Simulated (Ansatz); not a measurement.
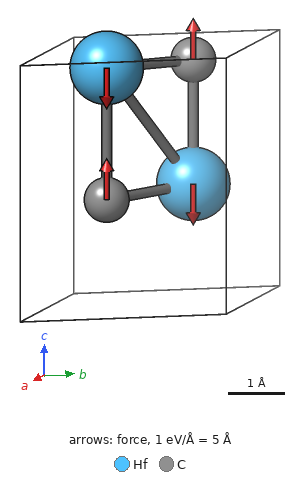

Starting geometry of a crystal of HfC (a generated structure, set up in P6_3mc) with the computed forces as red arrows. The picture is a ball-and-stick view of the cell of the calculation, seen slightly off an axis.

Case: Si → Hf on all its sites, cell and atoms relaxed.

Computed with DFT PBE, scalar-relativistic, plane waves, PAW (Ansatz). (plane-wave cutoff 420 eV; k-point mesh 12 × 12 × 10; occupations gaussian; smearing width 0.1 eV; no spin polarisation; cell and atoms relaxed; force threshold 0.01 eV/Å; at most 60 steps)

Q: What follows when this structure is relaxed?

A: It isn't relaxed: the largest force vector, on Hf atoms, is 0.15 eV/Å. The atoms end up moving mostly along the starting forces (cosine between the two patterns 1.00). The largest moves relative to the cell, 0.036 Å, are those of Hf and C atoms. By element the largest moves are Hf 0.036 Å, C 0.036 Å. The drawn cell changes as follows: a = b 3.847 → 3.854 Å (+0.2 %), c 4.658 → 4.637 Å (−0.5 %); the volume changes by −0.1 %. Some distances before and after: C–Hf 2.402 → 2.319 Å, C–Hf 2.256 → 2.317 Å, Hf–Hf 3.218 → 3.213 Å. The space group (tolerance 0.01 Å) goes from P6_3mc (No. 186) to P6_3/mmc (No. 194). After 5 accepted moves (6 points after the start) the energy has fallen by 8.9 meV per cell of the calculation. The largest force component goes from 0.15 to 0.00048 eV/Å. Pressure: −0.10 GPa at the start and 0.00 GPa at the end. The SCF was repeated once at an unchanged geometry on a basis and grid sized afresh for the cell, which shifted the energy by less than 0.05 meV per cell of the calculation at most. The run took 3 min on 1 thread of Intel(R) Xeon(R) Platinum 8259CL CPU @ 2.50GHz (Skylake/Cascade Lake), with other jobs on the host, peak memory 0.53 GiB.
